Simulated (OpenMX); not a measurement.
**Energy of Zn along an even scaling of the cell**

System: Zn (1 atom in the cell).
Method: Kohn-Sham DFT of a periodic cell, PBE, OpenMX 2013 PBE set, no spin polarisation (OpenMX 3.8.5).

The 7 runs differ only in the geometry, by an even scaling of the cell at fixed fractional positions. The structure derives from a Materials Project entry.

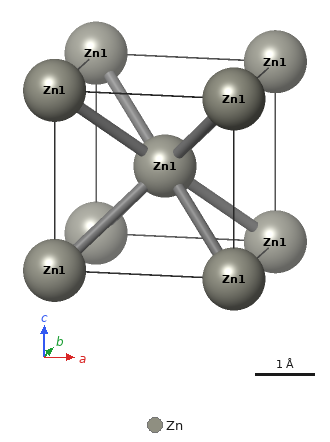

Figure 1. The structure of run 4 (ball-and-stick view of the cell 2 times as large as that of the calculation, set on its symmetry axes, seen slightly off an axis; atoms are numbered from 1 in the order of the input).

### Input of run 4
```
System.CurrrentDirectory             ./
System.Name                          Zn
DATA.PATH                            ./DFT_DATA13
level.of.stdout                      1
level.of.fileout                     0
Species.Number                       1
<Definition.of.Atomic.Species
  Zn  Zn6.0H-s3p2d2          Zn_PBE13H
Definition.of.Atomic.Species>

Atoms.Number                         1
Atoms.SpeciesAndCoordinates.Unit     FRAC
<Atoms.SpeciesAndCoordinates
    1  Zn    0.0000000000    0.0000000000    0.0000000000  10.000 10.000
Atoms.SpeciesAndCoordinates>

Atoms.UnitVectors.Unit               Ang
<Atoms.UnitVectors
    -1.5690370000    1.5690370000    1.5690370000
     1.5690370000   -1.5690370000    1.5690370000
     1.5690370000    1.5690370000   -1.5690370000
Atoms.UnitVectors>

scf.XcType                           GGA-PBE
scf.SpinPolarization                 off
scf.ElectronicTemperature            580.226
scf.energycutoff                     500.0
scf.maxIter                          100
scf.EigenvalueSolver                 band
scf.Kgrid                            13 13 13
scf.Mixing.Type                      rmm-diisk
scf.Init.Mixing.Weight               0.05
scf.Min.Mixing.Weight                0.001
scf.Max.Mixing.Weight                0.3
scf.Mixing.History                   25
scf.Mixing.StartPulay                8
scf.criterion                        1.0e-8
scf.stress.tensor                    on
MD.Type                              nomd
```

Command:
```bash
openmx Zn.dat -nt 1 > Zn.std
```

Run 2 has the same physical settings and fractional positions; its lattice vectors (Å) are:
```
  -1.547831    1.547831    1.547831
   1.547831   -1.547831    1.547831
   1.547831    1.547831   -1.547831
```

### Results, with one run withheld

```tsv
run	volume per atom (Å³)	free energy per atom, from the lowest run given (meV)
1	14.524	25.17
2	14.833	?
3	15.142	6.78
4	15.451	1.96
5	15.760	0.00
6	16.069	0.10
7	16.378	1.86
```

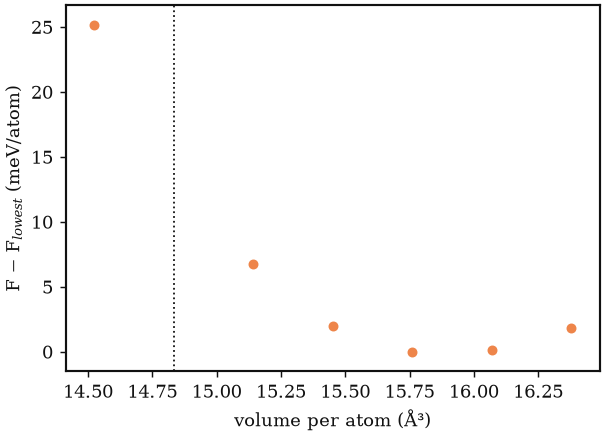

Figure 2. Free energy per atom of the runs given; the dotted line marks run 2.

Fit the runs given and predict run 2.

A cubic polynomial in V^(−2/3) (the Birch–Murnaghan form), fitted to the 6 runs given, misses them by at most 0.13 meV per atom. With x = V^(−2/3) − 0.16063 Å⁻², it reads F = 1.3 + 1237.1 x + 2.5485e+05 x² + 2.4731e+06 x³ (meV per atom). At run 2 it gives 14.23 meV per atom, and the run itself gives 14.37. The fit has its minimum at 15.906 Å³ per atom, where V d²F/dV² gives 52.9 GPa: the bulk modulus at this level, since symmetry fixes the shape and the positions.

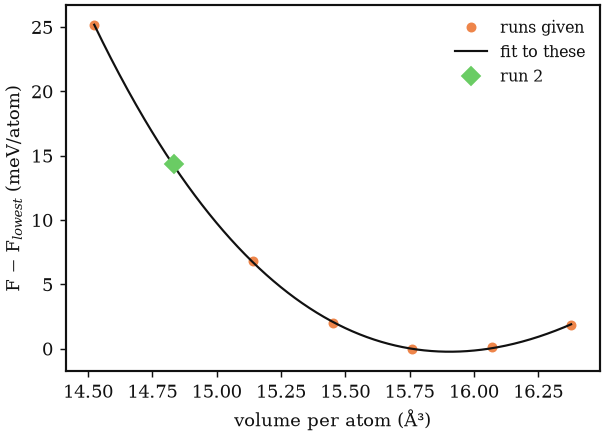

Figure 3. The fit and the withheld run.

### Some lines of the output (run 2)
```
[...]
  Cell_Volume =    100.098434782226 (Bohr^3)
        Total energy (Hartree) at MD = 1
   kloop=0
   kloop=1
   kloop=1098
```

Notes: With a small basis of atomic orbitals these values can differ much from converged plane-wave results.
